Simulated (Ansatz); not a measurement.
**Geometry relaxation, with input and output: Al₁₈N₁₇ (part 1 of 3)**

The run: geometry relaxation of Al₁₈N₁₇ (defect cell, 35 atoms in the cell). Method and program: DFT PBE, scalar-relativistic, plane waves, PAW, spin-polarised (Ansatz 0.2.0).

The structure derives from a Materials Project entry. It belongs to a series of runs on one base structure; here: V_N, charge +0, atoms relaxed at the host's cell.

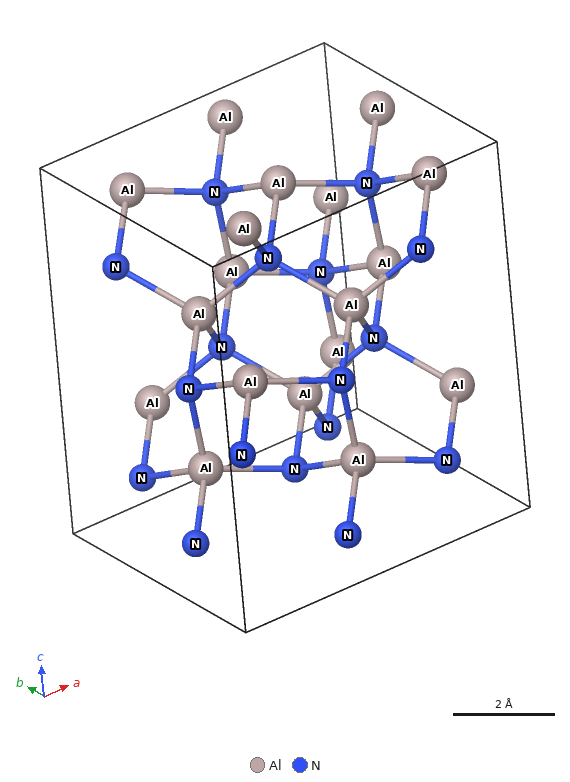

The starting structure (ball-and-stick view of the cell of the calculation, seen slightly off an axis).

### Input
```yaml
crystal:
  lattice:
    - [4.6953054387, -2.710835859, -5.0180193796]
    - [-4.6953054387, -2.710835859, -5.0180193796]
    - [0.0, 5.4216717179, -5.0180193796]
  atoms:
    - { symbol: Al, position: [0.2750277802, 0.2846080902, 0.9339147726], spin: 0.25 }
    - { symbol: Al, position: [0.9446994615, 0.2780327949, 0.2780327949] }
    - { symbol: Al, position: [0.6113661282, 0.9446994615, 0.9446994615] }
    - { symbol: Al, position: [0.6113661282, 0.2780327949, 0.6113661282] }
    - { symbol: Al, position: [0.2780327949, 0.9446994615, 0.2780327949] }
    - { symbol: Al, position: [0.9446994615, 0.6113661282, 0.9446994615] }
    - { symbol: Al, position: [0.9446994615, 0.9446994615, 0.6113661282] }
    - { symbol: Al, position: [0.6113661282, 0.6113661282, 0.2780327949] }
    - { symbol: Al, position: [0.2780327949, 0.6113661282, 0.6113661282] }
    - { symbol: Al, position: [0.8867112247, 0.2259524658, 0.8906960087], spin: 0.25 }
    - { symbol: Al, position: [0.5558105727, 0.2224772393, 0.2224772393] }
    - { symbol: Al, position: [0.2282411104, 0.8903626097, 0.8913118308], spin: 0.25 }
    - { symbol: Al, position: [0.2173525595, 0.2262619243, 0.5505791257], spin: 0.25 }
    - { symbol: Al, position: [0.889143906, 0.889143906, 0.2224772393] }
    - { symbol: Al, position: [0.5558105727, 0.5558105727, 0.889143906] }
    - { symbol: Al, position: [0.5558105727, 0.889143906, 0.5558105727] }
    - { symbol: Al, position: [0.2224772393, 0.5558105727, 0.2224772393] }
    - { symbol: Al, position: [0.889143906, 0.5558105727, 0.5558105727] }
    - { symbol: "N", position: [0.8175227607, 0.150856094, 0.150856094] }
    - { symbol: "N", position: [0.4841894273, 0.8175227607, 0.8175227607] }
    - { symbol: "N", position: [0.4841894273, 0.150856094, 0.4841894273] }
    - { symbol: "N", position: [0.150856094, 0.8175227607, 0.150856094] }
    - { symbol: "N", position: [0.8175227607, 0.4841894273, 0.8175227607] }
    - { symbol: "N", position: [0.8175227607, 0.8175227607, 0.4841894273] }
    - { symbol: "N", position: [0.4841894273, 0.4841894273, 0.150856094] }
    - { symbol: "N", position: [0.150856094, 0.4841894273, 0.4841894273] }
    - { symbol: "N", position: [0.0953005385, 0.4286338718, 0.0953005385] }
    - { symbol: "N", position: [0.7619672051, 0.4286338718, 0.4286338718] }
    - { symbol: "N", position: [0.4286338718, 0.0953005385, 0.0953005385] }
    - { symbol: "N", position: [0.4286338718, 0.4286338718, 0.7619672051] }
    - { symbol: "N", position: [0.0953005385, 0.0953005385, 0.4286338718] }
    - { symbol: "N", position: [0.7619672051, 0.7619672051, 0.0953005385] }
    - { symbol: "N", position: [0.7619672051, 0.0953005385, 0.7619672051] }
    - { symbol: "N", position: [0.4286338718, 0.7619672051, 0.4286338718] }
    - { symbol: "N", position: [0.0953005385, 0.7619672051, 0.7619672051] }
  host:
    lattice:
      - [3.1302036258, 0.0, 0.0]
      - [-1.5651018129, 2.710835859, 0.0]
      - [0.0, 0.0, 5.0180193796]
    atoms:
      - { symbol: Al, position: [0.6666666667, 0.3333333333, 0.4992349487] }
      - { symbol: Al, position: [0.3333333333, 0.6666666667, 0.9992349487] }
      - { symbol: "N", position: [0.6666666667, 0.3333333333, 0.8807650513] }
      - { symbol: "N", position: [0.3333333333, 0.6666666667, 0.3807650513] }
basis:
  ecutwfc: 420
  xc_grid: 2
kpoints:
  mp_grid: { grid: [2, 2, 2], shift: [0.5, 0.5, 0.5] }
hamiltonian:
  xc: pbe
scf:
  occupations: { method: gaussian, width: 0.02 }
  lower_state_search: "off"
output:
  forces: true
  stress: false
  eigenvalues: true
  populations: true
  charged_corrections:
    defect_position: [0.15085609, 0.15085609, 0.81752276]
    epsilon: [[8.2882, 0.0, 0.0], [0.0, 8.2882, 0.0], [0.0, 0.0, 9.8362]]
  write_density: true
  write_potential: true
  elf: true
  volumetric_format: npy
magnetization:
  spin_polarized: true
relax:
  adjacent_minimum: "off"
  f_tol: 0.03
  max_steps: 40
```

Launched with:
```bash
ansatz run input.yaml --threads 8 --pin off --max-ram 16384MiB --backend cpu --events-out ev --progress --plain --runs-dir out
```

### Log
```
Engine: ansatz 0.2.0, aarch64-unknown-linux-gnu
Pseudopotentials: kind: paw
Pseudopotential: Al, paw, valence charge 3, recommended cutoff 420 eV (normal), Al.paw.azcp
Pseudopotential: N, paw, valence charge 5, recommended cutoff 420 eV (normal), N.paw.azcp
Functional definition: PBE
  parameter kappa = 0.804
  parameter beta = 0.06672455060314922
  exchange = pbe_x(kappa = kappa, mu = beta*pi^2/3)
  correlation = pbe_c(beta = beta)
Crystal: 35 atoms, lattice volume = 383.222 Å³
Basis set: ecut = 420 eV, 7511 PW (Γ), exchange–correlation on 100×100×100 points (8 copies of the dense FFT grid, shifted against one another)
Bands: 105, of which v1, the nominal top of the filled ones, is band 70 counted from 1 (69 counted from 0)
Symmetry: 1 space group operations
Space group: P1 (ITA 1), of the structure as read, at distance tolerance 7.3e-5 Å
Magnetic group: BNS 1.1 (UNI 1), of the structure as read, at distance tolerance 7.3e-5 Å
k-points: 4 of 8 (time reversal used)
Non-local potential: Al, projectors of the file, l = 0: 2, l = 1: 2, l = 2: 1
Non-local potential: N, projectors of the file, l = 0: 2, l = 1: 2, l = 2: 1
PAW form: soft (Blöchl's): semilocal exchange-correlation on the pseudo side does not see the compensation charge
PAW one-centre angular grid: Al, 110 points (default); XC on 64 Gauss nodes
PAW one-centre angular grid: N, 110 points (default); XC on 64 Gauss nodes
Initial density: superposition of atomic densities (chi_scale 0.1, normalization cell, long waves kept (reshape's long-wave potential 0.17 eV rms))
Starting moments: Σ|m| = 1 μB on 4 of 35 sites
Initial wavefunctions: pseudopotential atomic-orbital guess
Functional: x = pbe(κ = 0.804, μ = 0.2195149727645171), c = pbe(β = 0.06672455060314922)
SCF iter   1: F=—  HF=-16269.774848 eV  |F-HF|=—  |Δ(HF+E_count)|=         —  Δρ=6.59e-2 (↑6.59e-2 ↓6.52e-2)  dr2=8.18e1  dr2_m=1.20e-2  M=0.999 μB ∫|m|=1.001 μB  β_m=0.30  ethr=3.10e-3  ⟨swp⟩=6.0  Hψ=3473  notcnv=0  defer=97
preconditioner: auto → Resta (q_TF=auto, 2.304 Å⁻¹)  ε∞=3.6  [insulator: Δε(μ)=0.081 eV  Ē_g=13.775 eV  σ=0.020 eV  W_gap=1.00  n_scr=86 (ndim 8)  ℏωp=22.4 eV  f_vac=0.000  D(μ)=0.24/eV (n_scr^D=0)  ε∞_Penn≈3.6]
spin=Collinear: Resta preconditioning applied to the charge; magnetization (m = ρ↑ − ρ↓) channel mixes plain (no charge-response kernel on spin).
SCF iter   2: F=—  HF=-16251.209915 eV  |F-HF|=—  |Δ(HF+E_count)|=    1.86e1  Δρ=3.04e-2 (↑3.04e-2 ↓3.04e-2)  dr2=1.79e1  dr2_m=7.77e-3  M=0.999 μB ∫|m|=1.004 μB  β_m=0.30  ethr=3.10e-3  ⟨swp⟩=3.0  Hψ=1579  notcnv=0  defer=246
SCF iter   3: F=—  HF=-16246.806257 eV  |F-HF|=—  |Δ(HF+E_count)|=    4.40e0  Δρ=1.65e-2 (↑1.61e-2 ↓1.65e-2)  dr2=2.15e0  dr2_m=4.64e-3  M=0.999 μB ∫|m|=1.009 μB  β_m=0.30  ethr=3.10e-3  ⟨swp⟩=2.8  Hψ=1582  notcnv=0  defer=221
SCF iter   4: F=—  HF=-16246.531624 eV  |F-HF|=—  |Δ(HF+E_count)|=   2.75e-1  Δρ=2.25e-3 (↑2.05e-3 ↓2.25e-3)  dr2=4.38e-2  dr2_m=2.73e-3  M=1.000 μB ∫|m|=1.012 μB  β_m=0.30  ethr=1.55e-3  ⟨swp⟩=2.0  Hψ=855  notcnv=0  defer=221
SCF iter   5: F=—  HF=-16246.555427 eV  |F-HF|=—  |Δ(HF+E_count)|=   2.38e-2  Δρ=1.40e-3 (↑1.40e-3 ↓1.33e-3)  dr2=1.13e-2  dr2_m=1.57e-3  M=1.000 μB ∫|m|=1.015 μB  β_m=0.30  ethr=3.15e-5  ⟨swp⟩=2.5  Hψ=961  notcnv=0  defer=221
Mixer restart at iter 5: flushing history
spin-set hold released at iteration 5 (site moments contracting): the magnetisation degrees of freedom join the quasi-Newton model from the next iteration; the mixer history was flushed
SCF iter   6: F=—  HF=-16246.561012 eV  |F-HF|=—  |Δ(HF+E_count)|=   5.58e-3  Δρ=1.05e-3 (↑1.05e-3 ↓1.00e-3)  dr2=6.49e-3  dr2_m=9.20e-4  M=1.000 μB ∫|m|=1.018 μB  β_m=0.65  ethr=8.15e-6  ⟨swp⟩=2.0  Hψ=754  notcnv=0  defer=221
SCF iter   7: F=—  HF=-16246.570995 eV  |F-HF|=—  |Δ(HF+E_count)|=   9.98e-3  Δρ=1.49e-4 (↑1.49e-4 ↓1.48e-4)  dr2=3.61e-4  dr2_m=1.64e-5  M=1.000 μB ∫|m|=1.030 μB  β_m=0.75  ethr=4.67e-6  ⟨swp⟩=2.5  Hψ=1243  notcnv=0  defer=221
SCF iter   8: F=—  HF=-16246.571249 eV  |F-HF|=—  |Δ(HF+E_count)|=   2.55e-4  Δρ=8.42e-5 (↑8.42e-5 ↓7.92e-5)  dr2=9.63e-5  dr2_m=2.08e-6  M=1.000 μB ∫|m|=1.032 μB  β_m=0.74  ethr=2.60e-7  ⟨swp⟩=2.0  Hψ=1325  notcnv=0  defer=221
iter 9 did not close the SCF: its close was put off for a magnetic moment that had not settled (scf_convergence_deferred on its scf_iter line)
SCF iter   9: F=-16246.571268 eV  HF=-16246.571268 eV  |F-HF|=5.99e-7  |Δ(HF+E_count)|=   1.90e-5  Δρ=1.87e-5 (↑1.87e-5 ↓1.61e-5)  dr2=3.81e-6  dr2_m=2.00e-7  M=1.000 μB ∫|m|=1.033 μB  β_m=0.83  ethr=1.62e-8  ⟨swp⟩=20.8  Hψ=7811  notcnv=0
SCF iter  10: F=-16246.571269 eV  HF=-16246.571270 eV  |F-HF|=5.47e-7  |Δ(HF+E_count)|=   1.05e-6  Δρ=8.09e-6 (↑8.09e-6 ↓7.68e-6)  dr2=9.46e-7  dr2_m=2.72e-8  M=1.000 μB ∫|m|=1.033 μB  ethr=2.74e-9  ⟨swp⟩=7.5  Hψ=5095  notcnv=0
SCF 1 converged in 10 iterations: F = -16246.571269 eV  dr2 = 9.46e-7
  greatest PAW one-centre occupation: 0.794 electrons in one spin orbital (limit 2), on the N atom at site 29 (counted from 0), in its partial waves of l = 0
relax step   1: F+E_penalty+E_count = -16246.57126898 eV  Δ(F+E_penalty+E_count) = +0.000e0 eV  max|allowed force component| = 1.143e0 eV/Å  Δτ_max = 0.0000 Å  (10 SCF iters, dr2 threshold 2.25e-5 eV, accepted)
Initial density: handed on by an earlier stage of this run
Starting moments: Σ|m| = 1 μB on 4 of 35 sites; this step starts from the density that it was given
Initial wavefunctions: those handed on with the density
iter 1 solved again at ethr=1.18e-5 eV; its pass at ethr=3.10e-3 eV (dr2=1.65e-2 eV) is discarded
SCF iter   1: F=—  HF=-16246.678776 eV  |F-HF|=—  |Δ(HF+E_count)|=         —  Δρ=1.10e-3 (↑1.08e-3 ↓1.10e-3)  dr2=1.73e-2  dr2_m=9.60e-5  M=1.000 μB ∫|m|=1.035 μB  β_m=0.30  ethr=1.18e-5  ⟨swp⟩=2.4  Hψ=2437  notcnv=0  defer=236
preconditioner: auto → Resta (q_TF=auto, 2.304 Å⁻¹)  ε∞=4.1  [insulator: Δε(μ)=0.216 eV  Ē_g=12.659 eV  σ=0.020 eV  W_gap=1.00  n_scr=86 (ndim 8)  ℏωp=22.4 eV  f_vac=0.000  D(μ)=0.00/eV (n_scr^D=0)  ε∞_Penn≈4.1]
spin=Collinear: Resta preconditioning applied to the charge; magnetization (m = ρ↑ − ρ↓) channel mixes plain (no charge-response kernel on spin).
SCF iter   2: F=—  HF=-16246.676346 eV  |F-HF|=—  |Δ(HF+E_count)|=   2.43e-3  Δρ=6.58e-4 (↑6.35e-4 ↓6.58e-4)  dr2=5.87e-3  dr2_m=5.52e-5  M=1.000 μB ∫|m|=1.035 μB  β_m=0.48  ethr=1.18e-5  ⟨swp⟩=2.0  Hψ=1035  notcnv=0  defer=236
SCF iter   3: F=—  HF=-16246.675646 eV  |F-HF|=—  |Δ(HF+E_count)|=   6.99e-4  Δρ=2.36e-4 (↑2.30e-4 ↓2.36e-4)  dr2=7.40e-4  dr2_m=1.14e-5  M=1.000 μB ∫|m|=1.035 μB  β_m=0.62  ethr=4.22e-6  ⟨swp⟩=2.6  Hψ=1075  notcnv=0  defer=236
iter 4 did not close the SCF: its close was put off for a magnetic moment that had not settled (scf_convergence_deferred on its scf_iter line)
SCF iter   4: F=-16246.675651 eV  HF=-16246.675657 eV  |F-HF|=5.86e-6  |Δ(HF+E_count)|=   1.09e-5  Δρ=4.71e-5 (↑4.71e-5 ↓4.09e-5)  dr2=3.40e-5  dr2_m=7.50e-7  M=1.000 μB ∫|m|=1.035 μB  β_m=0.73  ethr=5.87e-8  ⟨swp⟩=18.1  Hψ=7292  notcnv=0
SCF iter   5: F=-16246.675659 eV  HF=-16246.675662 eV  |F-HF|=2.73e-6  |Δ(HF+E_count)|=   4.15e-6  Δρ=2.01e-5 (↑2.01e-5 ↓1.89e-5)  dr2=5.37e-6  dr2_m=6.87e-8  M=1.000 μB ∫|m|=1.035 μB  ethr=2.45e-8  ⟨swp⟩=8.9  Hψ=5503  notcnv=0
SCF 2 converged in 5 iterations: F = -16246.675659 eV  dr2 = 5.37e-6
  greatest PAW one-centre occupation: 0.793 electrons in one spin orbital (limit 2), on the N atom at site 29 (counted from 0), in its partial waves of l = 0
relax step   2: F+E_penalty+E_count = -16246.67565878 eV  Δ(F+E_penalty+E_count) = -1.044e-1 eV  max|allowed force component| = 6.441e-1 eV/Å  Δτ_max = 0.0581 Å  (5 SCF iters, dr2 threshold 8.16e-5 eV, accepted)
[... from here on the SCF iterations and repeated set-up lines of each step are left out, up to the last step ...]
SCF 3 converged in 6 iterations: F = -16246.720854 eV  dr2 = 6.96e-7
relax step   3: F+E_penalty+E_count = -16246.72085353 eV  Δ(F+E_penalty+E_count) = -4.519e-2 eV  max|allowed force component| = 6.027e-2 eV/Å  Δτ_max = 0.0402 Å  (6 SCF iters, dr2 threshold 2.59e-5 eV, accepted)
SCF 4 converged in 9 iterations: F = -16246.723429 eV  dr2 = 2.05e-9
relax step   4: F+E_penalty+E_count = -16246.72342864 eV  Δ(F+E_penalty+E_count) = -2.575e-3 eV  max|allowed force component| = 9.831e-2 eV/Å  Δτ_max = 0.0258 Å  (9 SCF iters, accepted)
SCF 5 converged in 9 iterations: F = -16246.729006 eV  dr2 = 7.99e-10
relax step   5: F+E_penalty+E_count = -16246.72900570 eV  Δ(F+E_penalty+E_count) = -5.577e-3 eV  max|allowed force component| = 1.181e-1 eV/Å  Δτ_max = 0.0233 Å  (9 SCF iters, accepted)
SCF 6 converged in 7 iterations: F = -16246.662504 eV  dr2 = 2.46e-7
relax step   6: F+E_penalty+E_count = -16246.66250408 eV  Δ(F+E_penalty+E_count) = +6.650e-2 eV  max|allowed force component| = 5.976e-1 eV/Å  Δτ_max = 0.1039 Å  (7 SCF iters, dr2 threshold 1.40e-5 eV, rejected (line search))
SCF 7 converged in 10 iterations: F = -16246.734384 eV  dr2 = 5.33e-10
relax step   7: F+E_penalty+E_count = -16246.73438421 eV  Δ(F+E_penalty+E_count) = -5.379e-3 eV  max|allowed force component| = 6.792e-2 eV/Å  Δτ_max = 0.0189 Å  (10 SCF iters, accepted)
SCF 8 converged in 9 iterations: F = -16246.737241 eV  dr2 = 3.24e-9
relax step   8: F+E_penalty+E_count = -16246.73724059 eV  Δ(F+E_penalty+E_count) = -2.856e-3 eV  max|allowed force component| = 2.130e-1 eV/Å  Δτ_max = 0.0496 Å  (9 SCF iters, dr2 threshold 1.53e-6 eV, accepted)
SCF 9 converged in 5 iterations: F = -16246.749818 eV  dr2 = 1.34e-6
relax step   9: F+E_penalty+E_count = -16246.74981809 eV  Δ(F+E_penalty+E_count) = -1.258e-2 eV  max|allowed force component| = 1.857e-1 eV/Å  Δτ_max = 0.0150 Å  (5 SCF iters, dr2 threshold 1.50e-5 eV, accepted)
SCF 10 converged in 7 iterations: F = -16246.367651 eV  dr2 = 6.44e-7
relax step  10: F+E_penalty+E_count = -16246.36765127 eV  Δ(F+E_penalty+E_count) = +3.822e-1 eV  max|allowed force component| = 1.224e0 eV/Å  Δτ_max = 0.1959 Å  (7 SCF iters, dr2 threshold 2.62e-5 eV, rejected (line search))
SCF 11 converged in 10 iterations: F = -16246.772705 eV  dr2 = 1.26e-9
relax step  11: F+E_penalty+E_count = -16246.77270531 eV  Δ(F+E_penalty+E_count) = -2.289e-2 eV  max|allowed force component| = 2.805e-1 eV/Å  Δτ_max = 0.0565 Å  (10 SCF iters, accepted)
SCF 12 converged in 6 iterations: F = -16246.678505 eV  dr2 = 2.13e-6
relax step  12: F+E_penalty+E_count = -16246.67850519 eV  Δ(F+E_penalty+E_count) = +9.420e-2 eV  max|allowed force component| = 5.415e-1 eV/Å  Δτ_max = 0.1000 Å  (6 SCF iters, dr2 threshold 5.98e-5 eV, rejected (line search))
SCF 13 converged in 9 iterations: F = -16246.794613 eV  dr2 = 1.98e-9
relax step  13: F+E_penalty+E_count = -16246.79461300 eV  Δ(F+E_penalty+E_count) = -2.191e-2 eV  max|allowed force component| = 5.448e-2 eV/Å  Δτ_max = 0.0273 Å  (9 SCF iters, accepted)
SCF 14 converged in 8 iterations: F = -16246.795875 eV  dr2 = 1.55e-9
relax step  14: F+E_penalty+E_count = -16246.79587451 eV  Δ(F+E_penalty+E_count) = -1.262e-3 eV  max|allowed force component| = 6.647e-2 eV/Å  Δτ_max = 0.0158 Å  (8 SCF iters, accepted)
SCF iter   1: F=—  HF=-16246.796700 eV  |F-HF|=—  |Δ(HF+E_count)|=         —  Δρ=1.89e-4 (↑1.89e-4 ↓1.67e-4)  dr2=5.32e-4  dr2_m=9.07e-6  M=1.000 μB ∫|m|=1.049 μB  β_m=0.30  ethr=4.88e-6  ⟨swp⟩=2.0  Hψ=1629  notcnv=0  defer=239
preconditioner: auto → Resta (q_TF=auto, 2.304 Å⁻¹)  ε∞=4.1  [insulator: Δε(μ)=0.567 eV  Ē_g=12.658 eV  σ=0.020 eV  W_gap=1.00  n_scr=86 (ndim 8)  ℏωp=22.4 eV  f_vac=0.000  D(μ)=0.00/eV (n_scr^D=0)  ε∞_Penn≈4.1]
spin=Collinear: Resta preconditioning applied to the charge; magnetization (m = ρ↑ − ρ↓) channel mixes plain (no charge-response kernel on spin).
SCF iter   2: F=—  HF=-16246.796631 eV  |F-HF|=—  |Δ(HF+E_count)|=   6.84e-5  Δρ=1.29e-4 (↑1.29e-4 ↓1.12e-4)  dr2=2.38e-4  dr2_m=4.99e-6  M=1.000 μB ∫|m|=1.048 μB  β_m=0.58  ethr=3.83e-7  ⟨swp⟩=1.0  Hψ=968  notcnv=0  defer=239
SCF iter   3: F=—  HF=-16246.796595 eV  |F-HF|=—  |Δ(HF+E_count)|=   3.57e-5  Δρ=3.66e-5 (↑3.66e-5 ↓2.95e-5)  dr2=1.40e-5  dr2_m=4.09e-7  M=1.000 μB ∫|m|=1.048 μB  β_m=0.59  ethr=1.71e-7  ⟨swp⟩=2.0  Hψ=1021  notcnv=0  defer=239
SCF iter   4: F=—  HF=-16246.796868 eV  |F-HF|=—  |Δ(HF+E_count)|=   2.73e-4  Δρ=1.05e-5 (↑1.05e-5 ↓8.11e-6)  dr2=1.09e-6  dr2_m=4.36e-8  M=1.000 μB ∫|m|=1.048 μB  β_m=0.79  ethr=1.01e-8  ⟨swp⟩=2.0  Hψ=1021  notcnv=0  defer=239
iter 5 did not close the SCF: its close was put off for a magnetic moment that had not settled (scf_convergence_deferred on its scf_iter line)
SCF iter   5: F=-16246.796868 eV  HF=-16246.796868 eV  |F-HF|=4.13e-8  |Δ(HF+E_count)|=   1.67e-7  Δρ=2.29e-6 (↑2.29e-6 ↓2.16e-6)  dr2=7.50e-8  dr2_m=1.05e-9  M=1.000 μB ∫|m|=1.048 μB  β_m=0.79  ethr=7.19e-11  ⟨swp⟩=13.2  Hψ=5739  notcnv=0
iter 6 did not close the SCF: its close was put off for a magnetic moment that had not settled (scf_convergence_deferred on its scf_iter line)
SCF iter   6: F=-16246.796868 eV  HF=-16246.796868 eV  |F-HF|=1.07e-8  |Δ(HF+E_count)|=   1.40e-9  Δρ=1.13e-6 (↑1.13e-6 ↓1.10e-6)  dr2=1.82e-8  dr2_m=2.40e-10  M=1.000 μB ∫|m|=1.048 μB  β_m=0.74  ethr=5.40e-11  ⟨swp⟩=4.9  Hψ=4049  notcnv=0
SCF iter   7: F=-16246.796868 eV  HF=-16246.796868 eV  |F-HF|=2.27e-10  |Δ(HF+E_count)|=   1.26e-9  Δρ=2.95e-7 (↑2.95e-7 ↓2.85e-7)  dr2=1.17e-9  dr2_m=4.12e-11  M=1.000 μB ∫|m|=1.048 μB  ethr=1.31e-11  ⟨swp⟩=4.2  Hψ=3555  notcnv=0
SCF 15 converged in 7 iterations: F = -16246.796868 eV  dr2 = 1.17e-9
relax step  15: F+E_penalty+E_count = -16246.79686842 eV  Δ(F+E_penalty+E_count) = -9.939e-4 eV  max|allowed force component| = 1.810e-2 eV/Å  Δτ_max = 0.0071 Å  (7 SCF iters, accepted)
```
